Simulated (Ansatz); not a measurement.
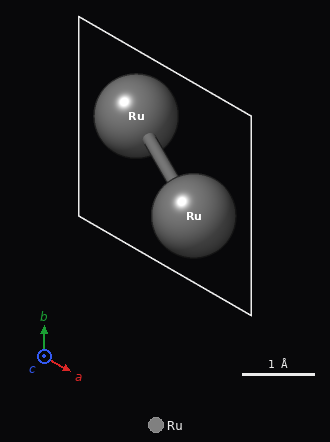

Fig. 1: The input geometry (ball-and-stick view of the cell of the calculation, along the c axis). An atom can appear more than once, as a periodic image.

## Single-point calculation, with input and output: Ru

The run: single-point calculation of Ru (P6₃/mmc, 2 atoms in the cell). Method and program: DFT r2SCAN, scalar-relativistic, plane waves, PAW, no spin polarisation (Ansatz 0.2.0).

The structure derives from an entry of the Crystallography Open Database. It belongs to a series of runs on one base structure; here: ratio of the length along z to the lengths across it x 0.92, volume and fractional coordinates fixed.

### What the program printed
```
Engine: ansatz 0.2.0, x86_64-unknown-linux-gnu
Pseudopotentials: kind: paw
Pseudopotential: Ru, paw, valence charge 16, recommended cutoff 500 eV (meta_gga), Ru.paw.azcp
Functional definition: r2SCAN
  parameter k0 = 0.174
  parameter k1 = 0.065
  parameter a1 = 4.9479
  exchange = r2scan_x(k0 = k0, k1 = k1, a1 = a1)
  correlation = r2scan_c
Crystal: 2 atoms, lattice volume = 27.149 Å³
Basis set: ecut = 500 eV, 675 PW (Γ), exchange–correlation on 96×96×120 points (64 copies of the dense FFT grid, shifted against one another)
Bands: 20, of which v1, the nominal top of the filled ones, is band 16 counted from 1 (15 counted from 0)
Symmetry: 24 space group operations
Space group: P63/mmc (ITA 194), of the structure as read, at distance tolerance 3.0e-5 Å
k-points: 427 of 6912
Non-local potential: Ru, projectors of the file, l = 0: 3, l = 1: 2, l = 2: 2, l = 3: 1
PAW form: soft (Blöchl's): semilocal exchange-correlation on the pseudo side does not see the compensation charge
PAW frozen core: Ru, regenerated for the run's functional (the file was generated under x = pbe(κ = 0.804, μ = 0.2195149727645171), c = pbe(β = 0.06672455060314922))
PAW one-centre angular grid: Ru, 590 points (default); XC on 160 Gauss nodes
Initial density: superposition of atomic densities (neutral atoms: chi_scale 0, normalization atom), corrected by the library's trained network
Initial wavefunctions: pseudopotential atomic-orbital guess
Functional: x = r2scan, c = r2scan; τ floored in thin density (d = 2e-4 eV/Å³)
SCF iter   1: F=—  HF=-11781.234389 eV  |F-HF|=—  |Δ(HF+E_count)|=         —  Δρ=1.20e-2  dr2=1.25e-2  dr2_τ=1.48e-2  ethr=1.77e-3  ⟨swp⟩=4.9  Hψ=33823  notcnv=0
preconditioner: auto → none  [metal: Δε(μ)=0.017 eV  Ē_g=6.126 eV  σ=0.150 eV  W_gap=0.06  n_scr=8 (ndim 8)  ℏωp=28.5 eV  f_vac=0.000  D(μ)=1.43/eV (n_scr^D=20)  sad-step TF]
SCF iter   2: F=—  HF=-11781.256934 eV  |F-HF|=—  |Δ(HF+E_count)|=   2.25e-2  Δρ=6.70e-3  dr2=2.98e-3  dr2_τ=2.32e-4  ethr=3.91e-5  ⟨swp⟩=2.0  Hψ=18612  notcnv=0
SCF iter   3: F=—  HF=-11781.260604 eV  |F-HF|=—  |Δ(HF+E_count)|=   3.67e-3  Δρ=1.26e-3  dr2=2.46e-4  dr2_τ=3.91e-5  ethr=9.31e-6  ⟨swp⟩=2.0  Hψ=11925  notcnv=0
SCF iter   4: F=—  HF=-11781.260763 eV  |F-HF|=—  |Δ(HF+E_count)|=   1.59e-4  Δρ=2.97e-4  dr2=1.17e-5  dr2_τ=1.60e-6  ethr=7.70e-7  ⟨swp⟩=2.2  Hψ=14461  notcnv=0
SCF iter   5: F=—  HF=-11781.260797 eV  |F-HF|=—  |Δ(HF+E_count)|=   3.38e-5  Δρ=7.78e-5  dr2=5.73e-7  dr2_τ=2.11e-7  ethr=3.66e-8  ⟨swp⟩=2.0  Hψ=15185  notcnv=0
SCF iter   6: F=-11781.260798 eV  HF=-11781.260798 eV  |F-HF|=3.21e-8  |Δ(HF+E_count)|=   1.00e-6  Δρ=1.51e-5  dr2=1.96e-8  dr2_τ=3.45e-9  ethr=3.13e-10  ⟨swp⟩=10.8  Hψ=64750  notcnv=0
SCF 1 converged in 6 iterations: F = -11781.260798 eV  dr2 = 1.96e-8
  greatest PAW one-centre occupation: 0.996 electrons in one spin orbital (limit 2), on the Ru atom at site 1 (counted from 0), in its partial waves of l = 1
```

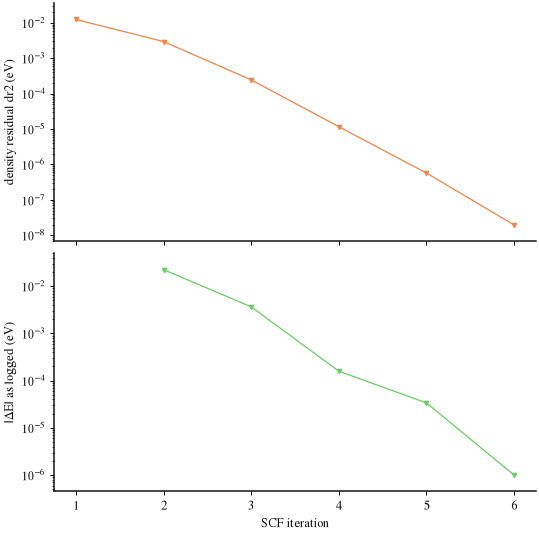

Fig. 2: Convergence of the self-consistent field: density residual dr2 and size of the energy change against the SCF iteration. The residual falls at every step.

```
SCF converged after 6 iterations
Free energy (F): -11781.260798 eV
Harris-Foulkes:  -11781.260798 eV  (|F-HF|=3.21e-8)
Internal energy: -11781.244519 eV  (E = F + TS)
E sigma→0 (E₀):  -11781.252658 eV
Entropy (-TS):   -0.016278 eV (-8.139 meV/atom)
Fermi energy:    23.435913 eV
--- Per-component energies (eV) ---
  E_band       = -138.212241
  E_kinetic    = 1029.044154
  E_local      = -2526.906157  (includes V_loc(G=0)·N_el)
  E_nonlocal   = 685.931642
  E_hartree    = 813.550185
  E_xc         = -368.643944
  E_vxc        = -534.069103  (∫ρ·V_xc dr)
  E_paw        = -6957.873483  (= ΣΔE_a)
  E_vpaw       = -456.894745  (= ΣTr[D̂ρ^β])
  E_aug_tail   = 0.000170  (compensation charges beyond the density's cutoff)
  E_vtau       = 37.578975  (kinetic-family band-sum trace: ∫τ·v_τ [+ j·A + Jᵃ·Aᵃ] dr)
  E_ewald      = -4455.725175
  E_core_change = -0.621911  (= ΣΔE_core)
  E_smearing   = -0.016278  (= −TS)
  E_closure    = 0.000000  (closes the sum)
  Σ components = -11781.260798   (vs F -11781.260798, Δ=0.00e0)
--- Forces (eV/Å), atoms counted from 1 ---
  atom   1  Ru    -0.00000000     0.00000000     0.00000000
  atom   2  Ru     0.00000000    -0.00000000     0.00000000
  max |Σ_I F_I| component: 2.31e-18 eV/Å
--- Stress (GPa, compression-positive) ---
       -9.933325       0.000000       0.000000
        0.000000      -9.933325       0.000000
        0.000000       0.000000      24.375224
  P = ⅓ Tr σ = 1.5029 GPa (15.029 kbar)
--- Band table (eV; the first three rows and the last of 427) ---
  k-point 0: bands = ["-51.9510", "-51.6503", "-21.7954", "-20.7894", "-20.7894", "-20.5144", "-20.5144", "-20.3631", "15.0955", "16.8096", "20.5974", "20.5974", "21.2726", "21.2726", "21.5052", "21.5052", "21.7057", "24.6296", "24.6296", "25.8528"]
  k-point 1: bands = ["-51.9460", "-51.6555", "-21.7723", "-20.7847", "-20.7847", "-20.5191", "-20.5191", "-20.3890", "15.1881", "16.8513", "20.4451", "20.4451", "21.4218", "21.4218", "21.5073", "21.5073", "21.6489", "24.6658", "24.6658", "25.5250"]
  k-point 2: bands = ["-51.9312", "-51.6708", "-21.7043", "-20.7712", "-20.7712", "-20.5330", "-20.5330", "-20.4645", "15.4588", "16.9698", "20.2230", "20.2230", "21.2034", "21.2034", "21.4889", "21.9713", "21.9713", "24.6922", "24.7376", "24.7376"]
  k-point 426: bands = ["-51.7084", "-51.7084", "-21.5117", "-21.5117", "-21.0777", "-21.0777", "-20.5579", "-20.5579", "18.5153", "18.5153", "19.0855", "19.0855", "20.5801", "20.5801", "22.2280", "22.2280", "24.4091", "24.4091", "31.8209", "31.8209"]
```

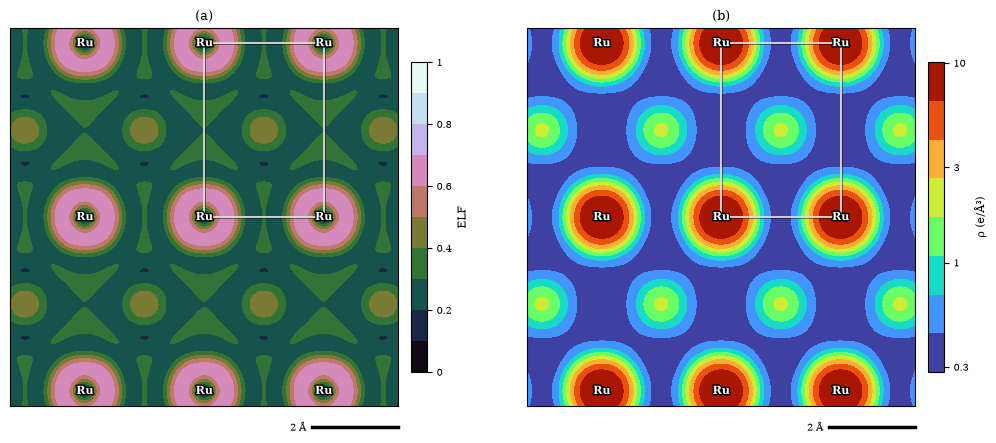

Fig. 3: (a) ELF; (b) valence pseudo-density on the (010) plane of the conventional cell. Atoms in the plane: Ru. Ru–Ru (2.78 Å): the density is about 0.34 e/Å³ at the midpoint; the ELF is about 0.30 at the midpoint (no localised pair between them). Away from the nuclei the density in this plane falls to 0.28 e/Å³ at its lowest. The strong features right at Ru lie inside the PAW spheres (semicore, d or f shells) and say nothing about bonding. The fields are those of the smooth PAW valence density.

The run was set up as follows.

### The input
```yaml
crystal:
  lattice:
    - [2.7820588323, 0.0, 0.0]
    - [-1.3910294162, 2.4093336236, 0.0]
    - [0.0, 0.0, 4.0503734917]
  atoms:
    - { symbol: Ru, position: [0.3333333333, 0.6666666667, 0.25] }
    - { symbol: Ru, position: [0.6666666667, 0.3333333333, 0.75] }
basis:
  ecutwfc: 500
kpoints:
  mp_grid: { grid: [24, 24, 12] }
hamiltonian:
  xc: r2scan
scf:
  occupations: { method: gaussian, width: 0.15 }
output:
  forces: true
  stress: true
  eigenvalues: true
  write_density: true
  write_potential: true
  elf: true
  volumetric_format: npy
```

Launched with:
```bash
ansatz run input.yaml --threads 1 --pin off --max-ram 2560MiB --backend cpu --events-out ev --progress --plain --runs-dir out
```

### Key numbers

```json
{"quantity": "outcome", "value": "converged"}
{"quantity": "space group (tolerance 0.01 Å)", "value": "P6₃/mmc (194)"}
{"quantity": "electrons treated", "value": "32"}
{"quantity": "free energy", "value": "−11781.2608 eV"}
{"quantity": "Fermi energy", "value": "23.436 eV"}
{"quantity": "gap on the k-point mesh", "value": "none (metallic)"}
{"quantity": "pressure", "value": "1.50 GPa"}
{"quantity": "largest force (length of the vector)", "value": "under 0.001 eV/Å"}
{"quantity": "hardware", "value": "1 thread of Intel Xeon @ 2.50GHz (Skylake/Cascade Lake), 189 GiB of memory available, shared host"}
{"quantity": "wall time", "value": "57 s"}
{"quantity": "peak memory", "value": "0.57 GiB"}
```
